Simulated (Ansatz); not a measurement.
Al3GaN4

The calculation's input:

```
crystal:
  lattice:
    - [3.113626759, 0.0, 0.0]
    - [0.0, 3.1135281655, 4.398765628]
    - [0.0, -3.1135281655, 4.398765628]
  atoms:
    - { symbol: Al, position: [0.0, 0.0001320867, 0.0001320867] }
    - { symbol: Al, position: [0.5, 0.0004927555, 0.4995782773] }
    - { symbol: Al, position: [0.5, 0.4995782773, 0.0004927555] }
    - { symbol: Ga, position: [0.0, 0.49984383, 0.49984383] }
    - { symbol: "N", position: [0.5, 0.1251205757, 0.1251205757] }
    - { symbol: "N", position: [0.0, 0.116911802, 0.627514033] }
    - { symbol: "N", position: [0.0, 0.627514033, 0.116911802] }
    - { symbol: "N", position: [0.5, 0.6304066397, 0.6304066397] }
kpoints:
  mp_grid: { grid: [6, 4, 4] }
  band_path:
    path:
      - [0.0, 0.0, 0.0]
      - [0.0, 0.5, 0.5]
      - [0.0, 0.6247482044, 0.3752517956]
      - [0.0, 0.3752517956, -0.3752517956]
      - [0.5, 0.0, 0.0]
      - [0.5, 0.3752517956, -0.3752517956]
      - [0.5, 0.6247482044, 0.3752517956]
      - [0.5, 0.5, 0.5]
      - [0.0, 0.5, 0.0]
    npoints: 1
hamiltonian:
  xc: pbe0
scf:
  occupations: { method: fixed }
  n_extra_bands: 6
output:
  forces: true
  stress: true
  eigenvalues: true
  write_density: true
  write_potential: true
  elf: true
  volumetric_format: npy
```

Run with:

```sh
ansatz run input.yaml --threads 4 --pin off --max-ram 6451MiB --backend cpu --events-out ev --progress --plain --runs-dir out
```

Below, planes, directions and counts refer to the conventional cell (a = 3.11 Å, b = 6.23 Å, c = 8.80 Å, α = 90.00°, β = 90.00°, γ = 90.00°).

Space group Amm2; started from the ordered alloy on zincblende lattice prototype, which need not be the ambient phase.

Computed with DFT, PBE0, plane waves, PAW in Ansatz.

What can the converged valence pseudo-density and electron localisation function tell about the bonding?

Al–N (1.91 Å): ρ is about 0.68 e/Å³ halfway; the ELF peaks at about 0.90 between the atoms: a polar covalent bond.
Ga–N (1.93 Å): the density is about 0.76 e/Å³ at the midpoint; the ELF peaks at about 0.85 in the valence shell of N, 0.7 Å from its nucleus, and is about 0.45 at the midpoint.

Metal or insulator at this level of theory?

It is gapped, with a Kohn–Sham gap of 5.1 eV on the k-point mesh, an upper bound to the gap of this method.

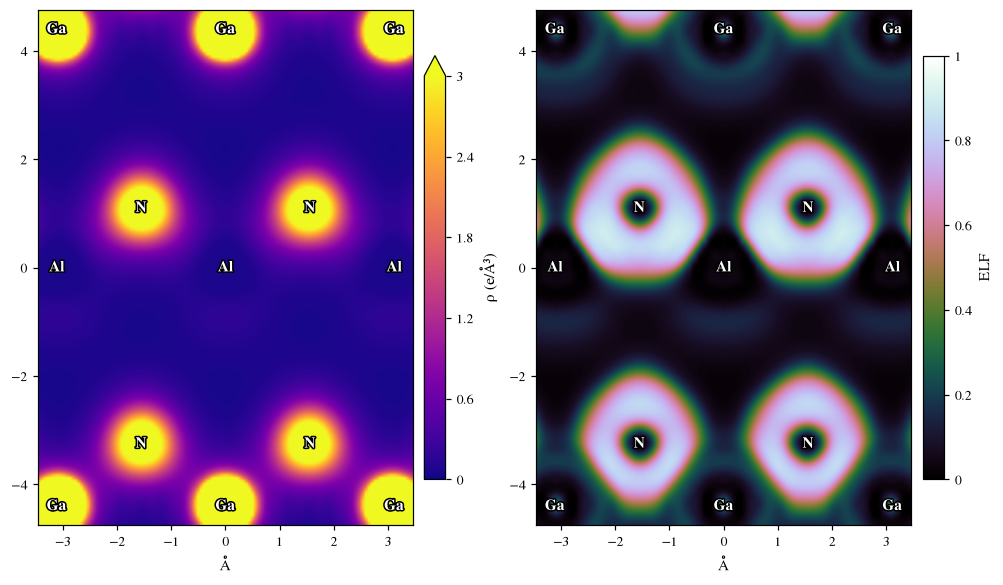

Computed valence pseudo-density and electron localisation function on the (010) plane of the conventional cell, in this order. 

In a PAW calculation such maps are meaningful between the atoms, not at the nuclei.
